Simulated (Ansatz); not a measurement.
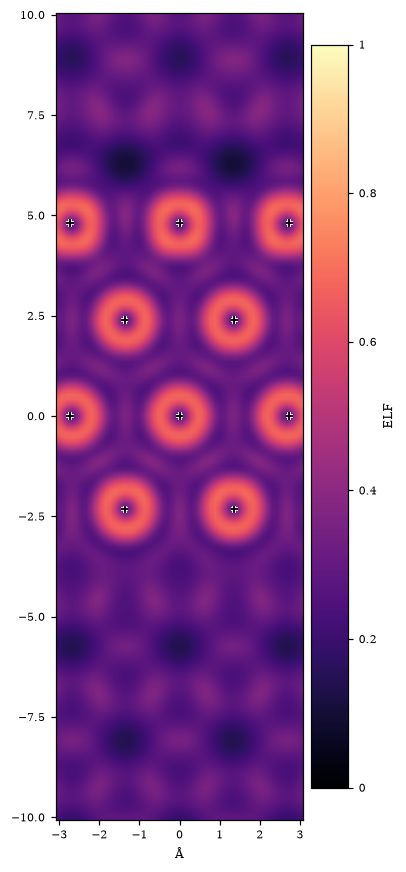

The ELF on a plane through atoms (crosses mark nuclei in the plane).

Level of theory: Ansatz 0.2.0, DFT PBE, scalar-relativistic, plane waves, PAW.

Candidates:
A. Si₁₆W₉ (cell with a defect), a = 6.46 Å, b = 6.46 Å, c = 7.87 Å, α = 90.00°, β = 90.00°, γ = 90.00°. 
B. Ir (interface cell), a = 2.74 Å, b = 6.70 Å, c = 19.41 Å, α = 90.00°, β = 90.00°, γ = 90.00°. Computed without spin polarisation.
C. ZnS, a = 3.70 Å, b = 3.80 Å, c = 6.18 Å, α = 90.36°, β = 90.51°, γ = 118.48°. Space group P1; changed on purpose from its base cell (all atoms moved at random (sigma 0.06 A a component), cell strained at random (sigma 0.01)); not relaxed (largest force 1.3 eV/Å); computed pressure about 5 GPa in this cell.

> Which system is this?

Candidate B: Ir on the (010) plane of the calculation cell, which holds Ir. Ir–Ir (2.70 Å): the ELF is about 0.40 at the midpoint. Ir–Ir (2.74 Å): the ELF is about 0.35 at the midpoint (no localised pair shows between them).
